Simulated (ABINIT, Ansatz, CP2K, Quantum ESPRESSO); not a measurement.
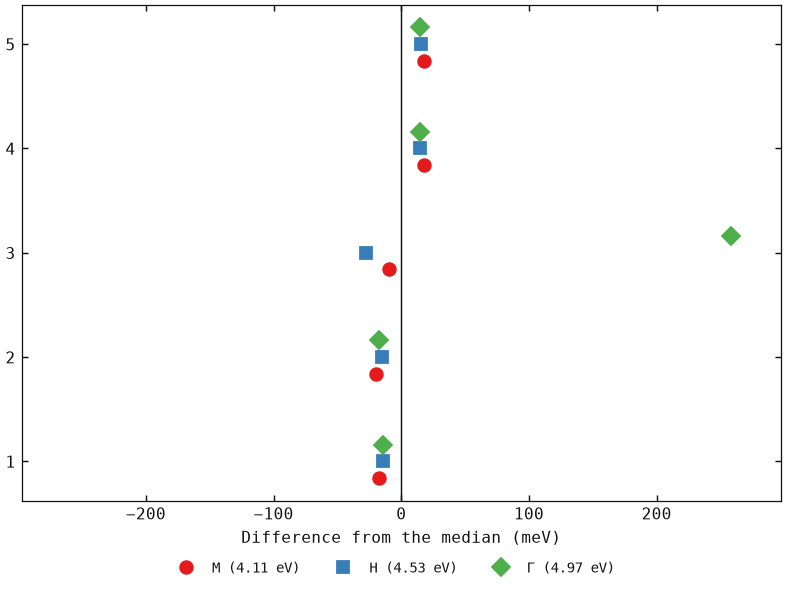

Lowest conduction level at each named k point, counted from the valence-band top at H, for layered hexagonal BN, space group P6_3/mmc (No. 194), 4 atoms in the cell; a = 2.498 Å, c = 6.636 Å (hexagonal axes). Five runs by four programs used LDA (no spin polarisation, no spin-orbit coupling) on the same cell and 12×12×4 k mesh. The plot shows each result less the median of the plane-wave and all-electron runs, which the legend gives.

**The programs are ABINIT, Ansatz, Ansatz LAPW, CP2K and Quantum ESPRESSO. Which number lies farthest out, and which program is it likely to be?**

Number 3, off by +258 meV at Γ; it is CP2K (local basis). The numbers: 1 Ansatz LAPW; 2 Ansatz; 3 CP2K; 4 Quantum ESPRESSO; 5 ABINIT.

The plane-wave and all-electron programs (Quantum ESPRESSO, ABINIT, Ansatz and Ansatz LAPW) agree within 38 meV at these points. CP2K departs by up to +258 meV (at Γ).

| program | kind | valence electrons | M (eV) | H (eV) | Γ (eV) |
| --- | --- | --- | --- | --- | --- |
| Ansatz LAPW | all-electron | – | 4.094 | 4.518 | 4.953 |
| Ansatz | plane waves | 16 | 4.092 | 4.517 | 4.950 |
| CP2K | local basis | 16 | 4.102 | 4.505 | 5.226 |
| Quantum ESPRESSO | plane waves | 16 | 4.129 | 4.547 | 4.982 |
| ABINIT | plane waves | 16 | 4.129 | 4.548 | 4.982 |

Settings. all-electron LAPW, Fermi-Dirac smearing of 0.05 eV (Ansatz 0.2.0). JTH PAW LDA, 1350 eV cutoff, Fermi-Dirac smearing of 0.05 eV (Ansatz 0.2.0). GTH_POTENTIALS N GTH-PADE-q5, B GTH-PADE-q3; TZVP-MOLOPT-PBE-GTH basis, Fermi-Dirac smearing of 0.05 eV (CP2K 2026.2). PseudoDojo 0.4.1 SR LDA standard, 1143 eV cutoff, Fermi-Dirac smearing of 0.05 eV (Quantum ESPRESSO). PseudoDojo NC SR LDA v0.4 stringent, 1143 eV cutoff, Fermi-Dirac smearing of 0.05 eV (ABINIT 10.8.3 (patched build)).

LDA, GGA and most meta-GGA functionals understate gaps. CP2K: the basis of atomic orbitals isn't converged, which shifts gaps and empty levels.
